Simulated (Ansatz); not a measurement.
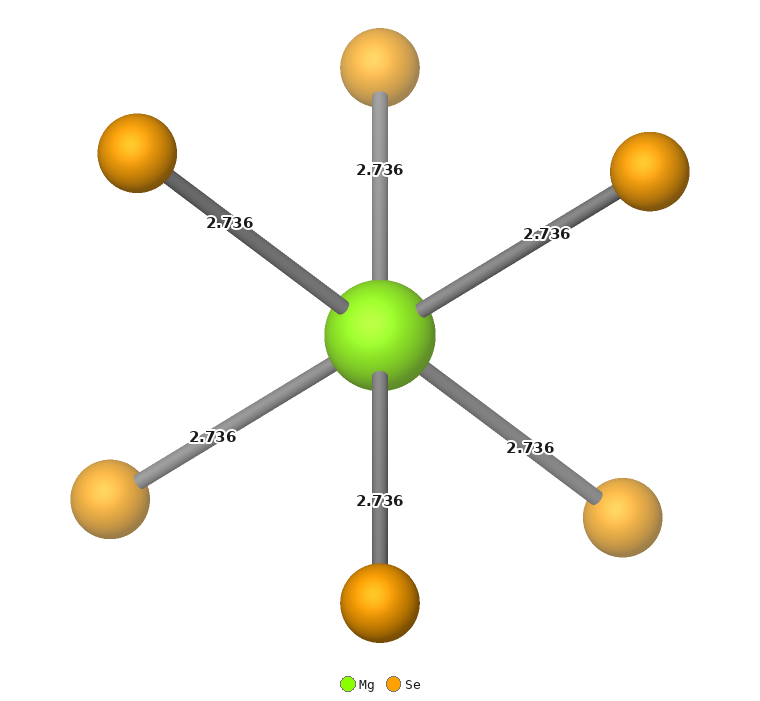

The surroundings of site Mg1 (at 0.000, 0.000, 0.000) in MgSe in space group Fm-3m, with bond lengths in Å.

The cell is taken from the input geometry of an electronic-structure calculation (not necessarily at equilibrium); the starting structure was generated, so it need not be a known form of this composition.

```xyz
8
Lattice="5.4725 0.0000 0.0000 0.0000 5.4725 0.0000 0.0000 0.0000 5.4725" Properties=species:S:1:pos:R:3 pbc="T T T"
Mg    0.0000    0.0000    0.0000
Se    2.7363    0.0000    0.0000
Mg    0.0000    2.7363    2.7363
Se    2.7363    2.7363    2.7363
Mg    2.7363    0.0000    2.7363
Se    0.0000    0.0000    2.7363
Mg    2.7363    2.7363    0.0000
Se    0.0000    2.7363    0.0000
```

Bond valence s = exp((R0 − d)/b), R0 fitted to published crystal structures with b = 0.37 Å; R0 in Å: Mg2+–Se 2.317.

**Calculate the bond-valence sum of Mg1 from the bonds drawn.**

6 × 0.322 = 1.93 v.u., against a formal valence of 2: a close match.

**And over the whole structure?**

| site | x, y, z | formal valence | bond-valence sum | difference |
| --- | --- | --- | --- | --- |
| Mg1 | 0.000, 0.000, 0.000 | +2 | 1.94 | -0.06 |
| Se1 | 0.500, 0.000, 0.000 | −2 | 1.94 | -0.06 |

These sums include all anions within 5 Å. The global instability index (root mean square of the differences over all atoms) is 0.06 v.u.: little strain. The cell was not relaxed for this table, and a volume that is off by a few per cent shifts all sums together.
